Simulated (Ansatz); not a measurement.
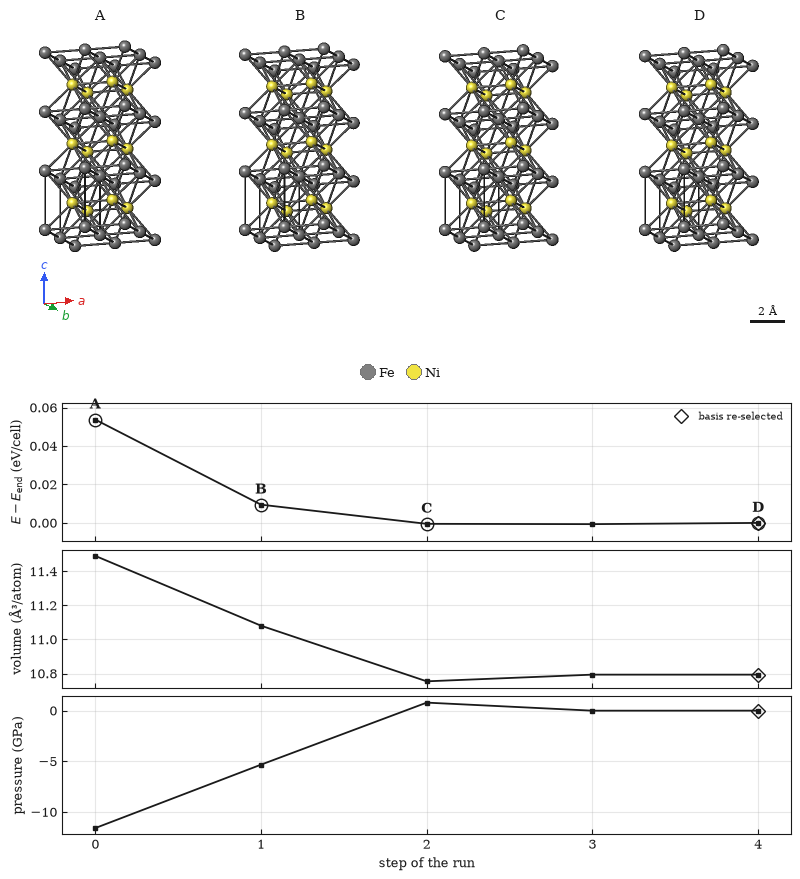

Frames of a relaxation of crystalline FeNi (set up in P4/mmm) (coarse preliminary run), marked on the history of the run. The picture is a ball-and-stick view of the cell of the calculation, repeated 2 × 2 × 3 with one cell outlined, seen from a free direction.

Method: DFT PBEsol, scalar-relativistic, plane waves, PAW (Ansatz). Settings: plane-wave cutoff 420 eV; k-point mesh 8 × 8 × 6; occupations gaussian; smearing width 0.1 eV; collinear spin; cell and atoms relaxed; force threshold 0.05 eV/Å; at most 80 steps.

Q: What happens along the run?

A: No atom moves by more than 0.005 Å relative to the cell. The volume changes by −6.1 %, with a = b 2.533 → 2.479 Å (−2.1 %), c 3.582 → 3.513 Å (−1.9 %). Among the contacts that change: Fe–Fe 2.533 → 2.479 Å, Ni–Ni 2.533 → 2.479 Å, Fe–Ni 2.533 → 2.481 Å. The space group stays P4/mmm (No. 123). The energy falls by 53.8 meV per cell of the calculation in 3 accepted moves (4 points after the start). All forces vanish by symmetry, so only the cell relaxes. Pressure: −11.58 GPa at the start and 0.00 GPa at the end. At 1 point the geometry stayed and the basis and grid were re-selected for the new cell (energy shift of 0.6 meV per cell of the calculation at most each time). From step 0 to 1: volume −3.6 %, energy −44.3 meV per cell of the calculation. From step 1 to 2: volume −2.9 %, energy −10.0 meV per cell of the calculation. From step 2 to 4: volume +0.4 %, energy +0.5 meV per cell of the calculation.

```tsv
step	E − E(0), meV/atom	pressure, GPa	volume, Å³/atom	note
0	0.00	-11.58	11.491	
1	-22.13	-5.33	11.081	
2	-27.12	0.80	10.754	
3	-27.19	0.00	10.794	
4	-26.88	0.00	10.794	same geometry, new basis
```
